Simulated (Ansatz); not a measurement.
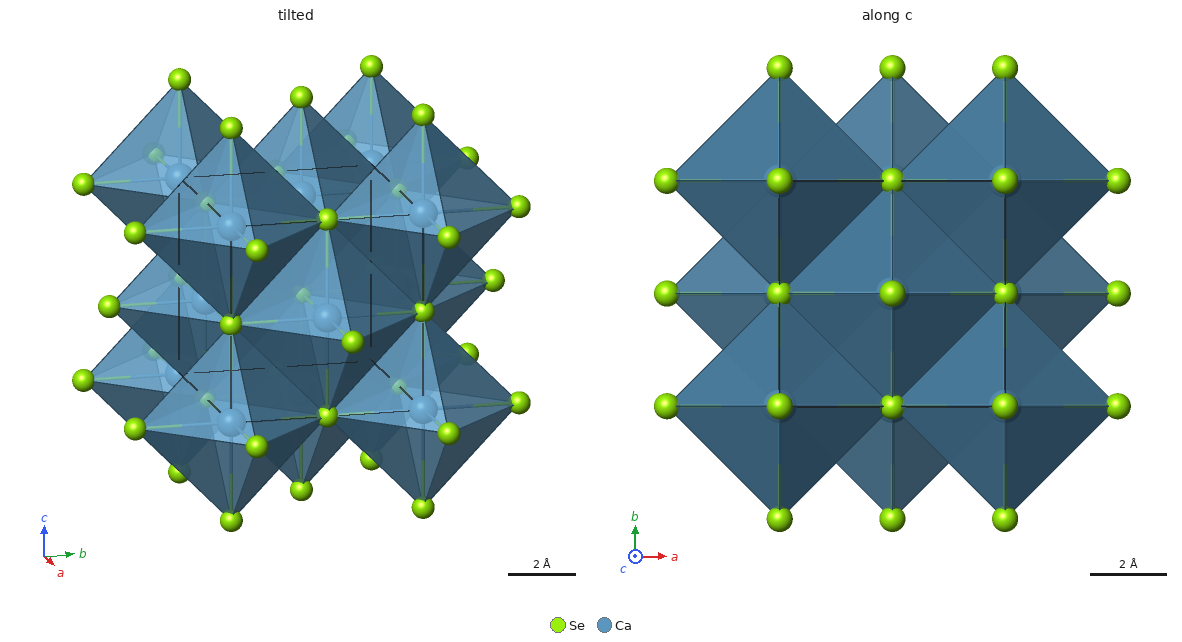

The image is a polyhedral drawing of a crystal, viewed slightly off an axis and along the c axis. Atoms at the boundary of the drawn cell (a repeat of the simulation cell) (the box) are drawn once for each face, edge or corner they touch. A few atoms beyond the faces are included.

CaSe, a = 5.935 Å, b = 5.935 Å, c = 6.054 Å, α = 90.00°, β = 90.00°, γ = 90.00°. Strictly the space group is I4/mmm (No. 139, within 0.01 Å). It is a distorted form of a face-centred cubic structure, space group Fm-3m (No. 225) within 0.25 Å: rock salt (NaCl type). Its origin is a structure type filled with these elements by a generator (whether the compound takes this form wasn't checked). The cell was then strained or its atoms displaced on purpose. Ansatz was used for an electronic-structure calculation on it.

This one geometry was computed with Ansatz (DFT, plane waves, PAW) at three levels of theory: PBE, r2SCAN and HSE06. It was relaxed with r2SCAN and then strained.

How does the band gap change with the level of theory?

PBE: a gap of 2.10 eV, indirect; r2SCAN: a gap of 2.56 eV, indirect; HSE06: a gap of 3.04 eV, indirect.

Collect the results in a table.

| level | cutoff (eV) | k-mesh of the run's cell | gap (eV) | pressure (GPa) |
| --- | --- | --- | --- | --- |
| PBE | 420 | 8×8×8 | 2.10 | -0.3 |
| r2SCAN | 500 | 8×8×8 | 2.56 | -1.0 |
| HSE06 | 420 | 6×6×6 | 3.04 | -0.8 |

Gaps are taken on the k-mesh or band path of each run.
